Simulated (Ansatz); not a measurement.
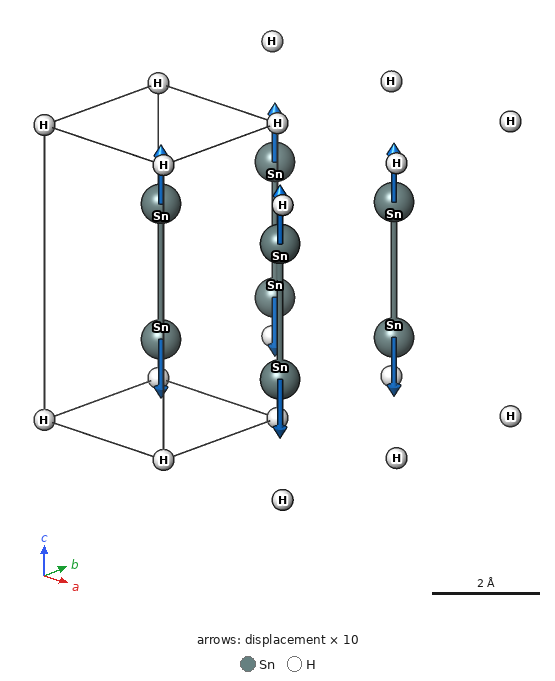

A relaxation of a crystal of Sn2H (a generated structure, set up in P4/mmm) (coarse preliminary run). The starting structure is drawn; blue arrows show the displacements (the part carried along by the change of the cell is left out), 10 times their true length.

Style: ball-and-stick. Shown: the cell of the calculation, repeated 2 × 2 × 1 with one cell outlined, from a free direction.

The calculation used DFT PBE, scalar-relativistic, plane waves, PAW in Ansatz.

The input:
```yaml
crystal:
  lattice:
    - [3.09373218, 0.0, 0.0]
    - [0.0, 3.09373218, 0.0]
    - [0.0, 0.0, 5.91082633]
  atoms:
    - { symbol: Sn, position: [0.5, 0.5, 0.27000001] }
    - { symbol: Sn, position: [0.5, 0.5, 0.72999999] }
    - { symbol: H, position: [0.0, 0.0, 0.0] }
basis:
  ecutwfc: 420
kpoints:
  mp_grid: { grid: [6, 6, 4] }
hamiltonian:
  xc: pbe
scf:
  occupations: { method: gaussian, width: 0.1 }
  lower_state_search: "off"
output:
  forces: true
  stress: true
  eigenvalues: true
relax:
  adjacent_minimum: "off"
  f_tol: 0.04
  max_steps: 70
  cell: { stress_tol: 0.4 }
```

Launched with:
```bash
ansatz run input.yaml --threads 1 --pin off --max-ram 2560MiB --backend cpu --events-out ev --progress --plain --runs-dir out
```

Q: What did the optimiser do to the structure, and how much energy did it gain?

A: The largest moves relative to the cell, 0.12 Å, are those of Sn1 and Sn2. Sn2 goes along +c. H stays in place. The volume changes by +5.8 %, with a = b 3.094 → 3.072 Å (−0.7 %), c 5.911 → 6.346 Å (+7.4 %). Some distances before and after: Sn1–Sn2 2.719 → 3.160 Å, Sn1–Sn2 (another image) 3.192 → 3.186 Å. The space group stays P4/mmm (No. 123). Over 6 accepted moves (9 points after the start) the energy falls by 84.9 meV per atom. The largest force component goes from 1.6 to 0.021 eV/Å. The pressure goes from 5.51 to 0.15 GPa. The line search rejected the trial steps at points 4, 7 of the run. The SCF was repeated once at an unchanged geometry on a basis and grid sized afresh for the cell, which shifted the energy by 0.6 meV per atom at most. The run took 27 s on 1 thread of Intel(R) Xeon(R) Processor @ 2.70GHz, on a shared host, peak memory 0.37 GiB.
